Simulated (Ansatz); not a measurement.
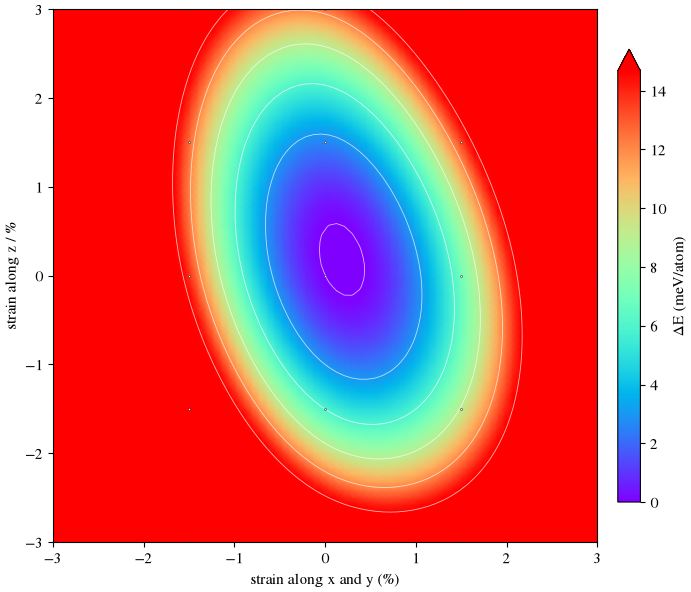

ZrC (Fm-3m, No. 225; 2 atoms in the cell). The cell is strained homogeneously, by one strain along x and y and another along z, with fractional coordinates fixed (x, y and z along the cube axes). The first coordinate is: strain along x and y; the second: strain along z. The grid has 5 × 5 points. All energies are given in meV/atom relative to the lowest grid point. The reference cell is the one listed in the database, not relaxed at this level. The calculation used Ansatz, DFT PBE, scalar-relativistic, plane waves, PAW. Settings: cutoff 420 eV, k-mesh 18×18×18, gaussian smearing 0.15 eV, no spin polarisation.

Drawn: a smooth colour map with a few white contour lines, dots at the grid points, one colour for all values above the top of the scale. Between grid points the surface is interpolated.

> Estimate the clamped-ion elastic constants that this map fixes.

With the cell volume of 26.0 Å³, the curvatures of the interpolated surface at its minimum give C₁₁ + C₂₂ + 2C₁₂ ≈ 1100 GPa, C₃₃ ≈ 460 GPa and C₁₃ + C₂₃ ≈ 210 GPa (clamped ions, Cartesian axes of the cell). A stretch of 1 % along z with free sides (kept equal in x and y) would change the in-plane lengths by about −0.19 %.
